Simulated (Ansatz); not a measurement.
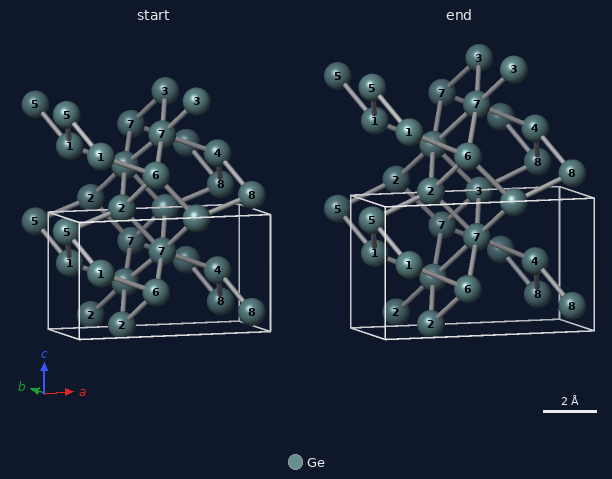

The structure of a crystal of Ge (a generated structure, set up in Pnma) (coarse preliminary run) before (left) and after (right) a relaxation, at one scale.

Style: ball-and-stick. Shown: the cell of the calculation, repeated 1 × 2 × 2 with one cell outlined, slightly off an axis.

Computed with DFT PBE, scalar-relativistic, plane waves, PAW (Ansatz). Settings: plane-wave cutoff 420 eV; k-point mesh 2 × 6 × 4; occupations gaussian; smearing width 0.1 eV; no spin polarisation; cell and atoms relaxed; force threshold 0.04 eV/Å; at most 70 steps.

Describe what moved and what it gained.

Answer. Over 9 accepted moves (11 points after the start) the energy falls by 540 meV per atom. The largest force component goes from 1.1 to 0.017 eV/Å. The pressure goes from 39.10 to −0.01 GPa. The SCF was repeated twice at an unchanged geometry on a basis and grid sized afresh for the cell, which shifted the energy by 11.6 meV per atom at most. The largest moves relative to the cell, 0.12 Å, are those of Ge5, Ge6, Ge7 and Ge8. Ge8 goes along [−1 0 3]. The volume changes by +37.6 %, with a 7.749 → 8.465 Å (+9.2 %), b 3.586 → 3.983 Å (+11.1 %), c 4.502 → 5.107 Å (+13.4 %). Near-neighbour distances that change, for instance: Ge5–Ge8 2.410 → 2.851 Å, Ge1–Ge8 2.369 → 2.615 Å, Ge1–Ge5 2.418 → 2.636 Å, Ge1–Ge6 2.385 → 2.581 Å. Bond angles that change, for instance: Ge8–Ge5–Ge8 96.2° → 88.6°, Ge2–Ge5–Ge4 153.6° → 158.8°, Ge2–Ge5–Ge8 98.6° → 95.8°. The space group stays Pnma (No. 62).

Limits of the set-up: the k-point mesh is coarse for a cell with partly filled bands.
